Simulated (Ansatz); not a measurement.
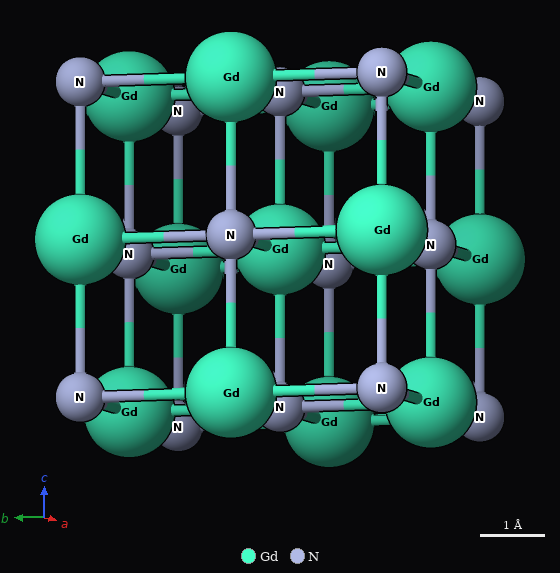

Reference structure: crystalline GdN (built on the rocksalt type). The picture is a ball-and-stick view of the conventional cell (4 times the calculation's cell), seen from a free direction. Lengths and directions refer to the drawn axes.

Computed with DFT r2SCAN, scalar-relativistic, plane waves, PAW in Ansatz. Settings: plane-wave cutoff 500 eV; k-point mesh 12 × 12 × 12; occupations gaussian; smearing width 0.05 eV; collinear spin.

The variant: The cell is strained by −1.0 % along b and none across it (volume −1.0 %), the atoms keeping their fractional coordinates. No relaxation follows.

**Predict the response.**

The energy rises by 1.6 meV per atom. Pressure: 0.1 GPa before, 1.7 GPa after. The principal stresses (compression positive) are 3.3 GPa along b and 0.9 GPa across it. All forces vanish by symmetry. The absolute magnetisation stays at 7.28 μB per cell. Some distances before and after: Gd–N 2.487 → 2.462 to 2.487 Å. The space group (tolerance 0.01 Å) goes from Fm-3m (No. 225) to I4/mmm (No. 139).
